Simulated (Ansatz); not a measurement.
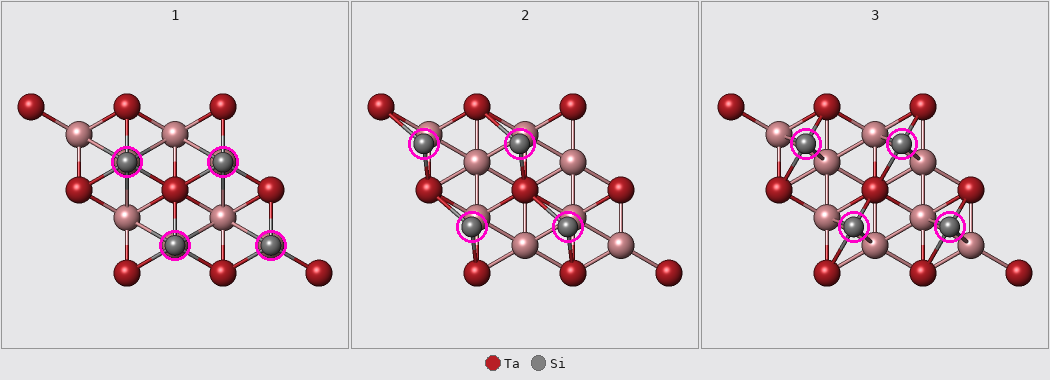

Si on a Ta(111) slab cut from the Im-3m phase, its upper half relaxed before the scan (6 atoms of substrate and one adsorbate in a 1 × 1 cell). Si is moved over the surface cell; relaxed at each place: the height of the adsorbate's atoms; substrate rigid; the origin of the map has the adsorbate above Ta6. Places are given modulo a cell vector. The map is drawn in real space over the plane of the surface. The grid has 9 × 9 points; 19 points were computed and 62 follow by symmetry. Energies are in eV, from the lowest grid point. With one adsorbate in each 1 × 1 cell, its nearest image is 4.7 Å away, so neighbouring adsorbates interact. These are results of DFT PBE, scalar-relativistic, plane waves, PAW in Ansatz 0.2.0, not measurements. Settings: cutoff 420 eV, k-mesh 6×6×1, gaussian smearing 0.1 eV, no spin polarisation.

The numbered pictures are structures from this grid. Rings mark the moved atoms.

Q: Which is the most stable, and how do the others follow?

A: 1, at a threefold hollow over a third-layer Ta atom, (6/9, 3/9) of the cell vectors: 0.00 eV; 3, at (5/9, 5/9) of the cell vectors [nearest 1 Ta at 2.44 Å]: 0.89 eV; 2, at (2/9, 5/9) of the cell vectors [nearest 1 Ta at 2.42 Å]: 1.32 eV.

The map, with the structures marked:

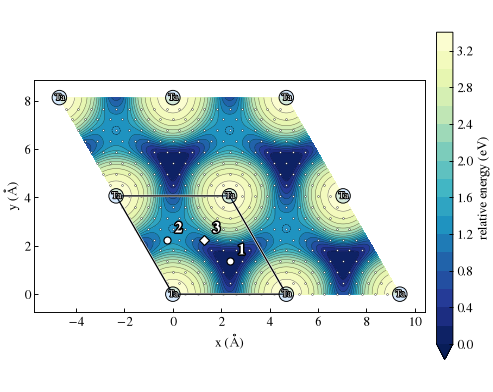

Drawn: filled contours, dots at the grid points, labelled circles for the atoms of the top layer and small ones for the second layer, the outline of one cell of the 2 × 2 shown. Between grid points the surface is interpolated.

PAW datasets: the set soft_1.
